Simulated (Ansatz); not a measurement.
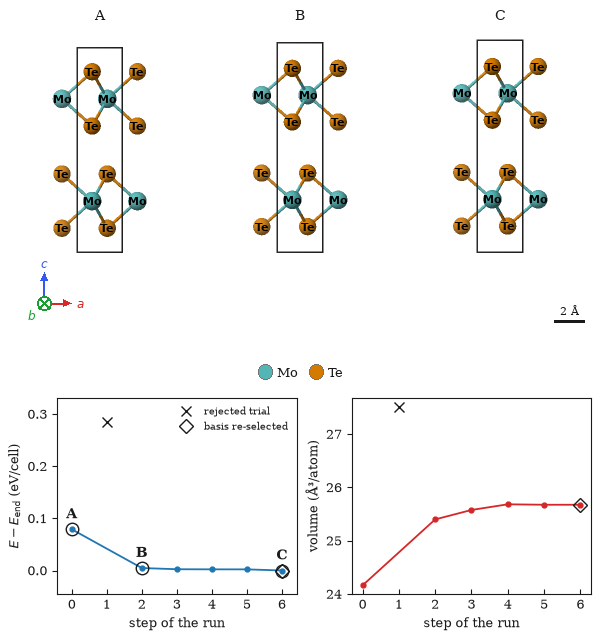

Frames of a relaxation of a crystal of Te$_{2}$Mo (built on the 2H (MoS2) bulk type), marked on the history of the run. Style: ball-and-stick. Shown: the cell of the calculation, along the b axis.

Level of theory: DFT, r2SCAN+rVV10, plane waves, PAW in Ansatz.

The input:
```yaml
crystal:
  lattice:
    - [3.4975415304, 0.0, 0.0]
    - [-1.7487707652, 3.0289598161, 0.0]
    - [0.0, 0.0, 13.6836774887]
  atoms:
    - { symbol: Mo, position: [0.3333333333, 0.6666666667, 0.25] }
    - { symbol: Mo, position: [0.6666666667, 0.3333333333, 0.75] }
    - { symbol: Te, position: [0.6666666667, 0.3333333333, 0.3827608493] }
    - { symbol: Te, position: [0.6666666667, 0.3333333333, 0.1172391507] }
    - { symbol: Te, position: [0.3333333333, 0.6666666667, 0.8827608493] }
    - { symbol: Te, position: [0.3333333333, 0.6666666667, 0.6172391507] }
kpoints:
  mp_grid: { grid: [12, 12, 2] }
hamiltonian:
  xc: r2scan
  dispersion: rvv10
scf:
  occupations: { method: fermi_dirac, width: 0.02 }
relax:
  f_tol: 0.005
  cell: {}
output:
  write_density: true
  write_potential: true
  elf: true
  volumetric_format: npy
```

Run as
```bash
ansatz run input.yaml --threads 2 --pin off --max-ram 29491MiB --backend cpu --events-out ev --progress --plain --runs-dir out
```

### What happens along the run?

The largest moves relative to the cell, 0.088 Å, are those of Te3, Te4, Te5 and Te6. Te5 goes along −c. Mo stays in place. The volume changes by +6.3 %, with a = b 3.498 → 3.542 Å (+1.3 %), c 13.684 → 14.177 Å (+3.6 %). Some distances before and after: Mo1–Te3 2.716 → 2.721 Å. The space group stays P6_3/mmc (No. 194). Over 4 accepted moves (6 points after the start) the energy falls by 79.0 meV per cell of the calculation. The largest force component goes from 0.25 to 0.0019 eV/Å. Pressure: 1.83 GPa at the start and 0.00 GPa at the end. The line search rejected the trial step at point 1 of the run. At 1 point the geometry stayed and the basis and grid were re-selected for the new cell (energy shift of 2.2 meV per cell of the calculation at most each time). From step 0 to 2: Te atoms move most (0.07 Å), volume +5.1 %, energy −74.2 meV per cell of the calculation. From step 2 to 6: Te atoms move most (0.02 Å), volume +1.1 %, energy −4.8 meV per cell of the calculation.

```csv
step,"E − E(0), meV/atom","largest force component, eV/Å","pressure, GPa","volume, Å³/atom",note
0,0.00,0.2504,1.83,24.161,
1,34.42,1.0321,0.43,27.513,rejected
2,-12.37,0.0103,0.28,25.398,
3,-12.76,0.0086,0.11,25.575,
4,-12.80,0.0151,-0.09,25.682,
5,-12.80,0.0020,-0.01,25.673,
6,-13.17,0.0019,0.00,25.673,"same geometry, new basis"
```
